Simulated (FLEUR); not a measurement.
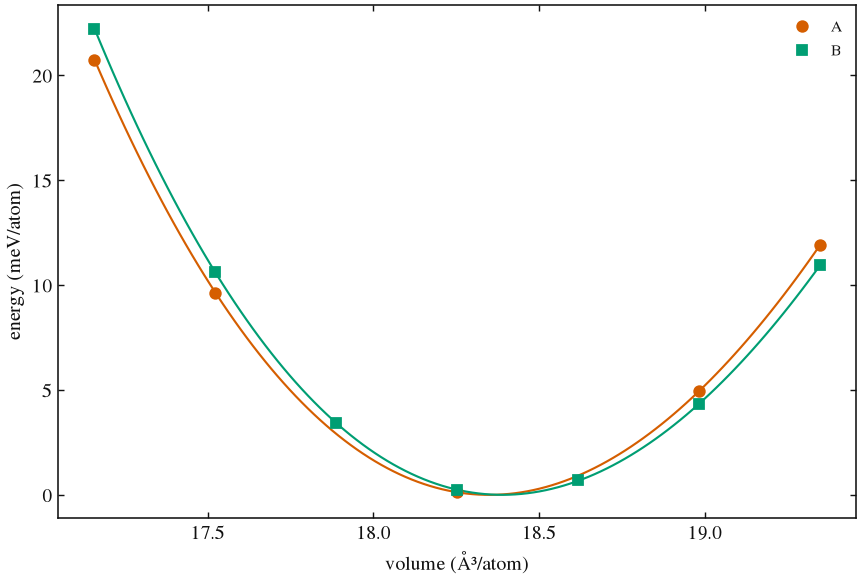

Plotted: energy against volume, with one curve for each functional, for Ge (space group Cmcm). The labels are replaced by letters. In alphabetical order the cases are: PBEsol; SCAN.

How it was computed, with FLEUR MaX-R8.1 (later development tree): all-electron LAPW DFT, no spin polarisation; energies at scaled volumes of the given cell, shape and fractions fixed, counted from the fit's minimum, third-order Birch-Murnaghan fit. All runs: no spin polarisation.

- k mesh: 10×10×6
- occupations: Fermi–Dirac
- smearing width: 0.05 eV
- potentials: all electron

**Which letter stands for which functional?**

A: SCAN; B: PBEsol.

Limits of the calculation: shape and atomic fractions are frozen while scaling, which makes layered, chain and framework solids too stiff.
